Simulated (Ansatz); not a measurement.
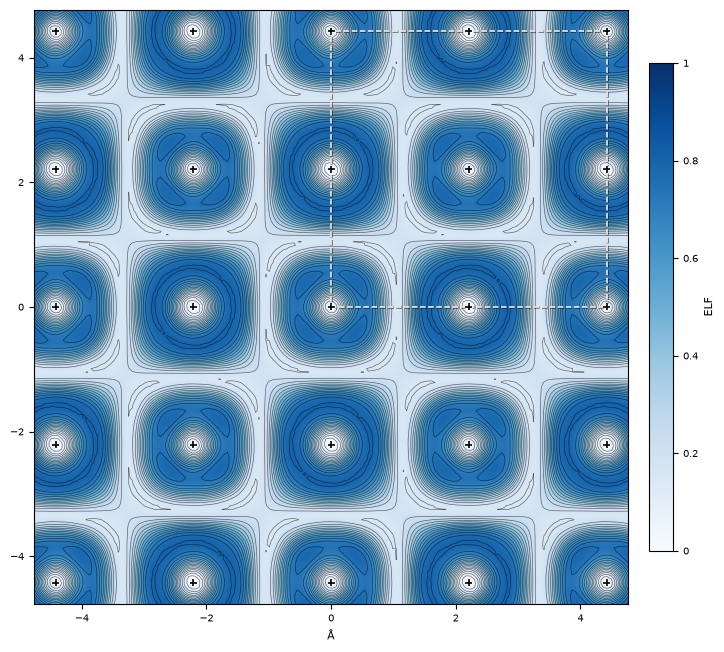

The ELF on a plane through atoms (crosses mark nuclei in the plane).

Level of theory: DFT LDA, scalar-relativistic, plane waves, PAW (Ansatz 0.2.0).

Candidates:
A. NbN, a = 4.42 Å, b = 4.42 Å, c = 4.42 Å, α = 90.00°, β = 90.00°, γ = 90.00°. Space group Fm-3m; computed pressure about −14 GPa in this cell.
B. Al2Ru, a = 3.15 Å, b = 3.15 Å, c = 8.47 Å, α = 90.00°, β = 90.00°, γ = 90.00°. Space group I4/mmm; a structure from a database of computed crystals, not necessarily the ambient phase; computed pressure about −8 GPa in this cell; computed without spin polarisation.

> Which system is this?

Candidate A: NbN on the (100) plane of the conventional cell, which holds Nb and N. Nb–N (2.21 Å): the ELF peaks at about 0.80 in the valence shell of N, 0.6 Å from its nucleus, and is about 0.15 at the midpoint (no shared electron pair shows on this line).
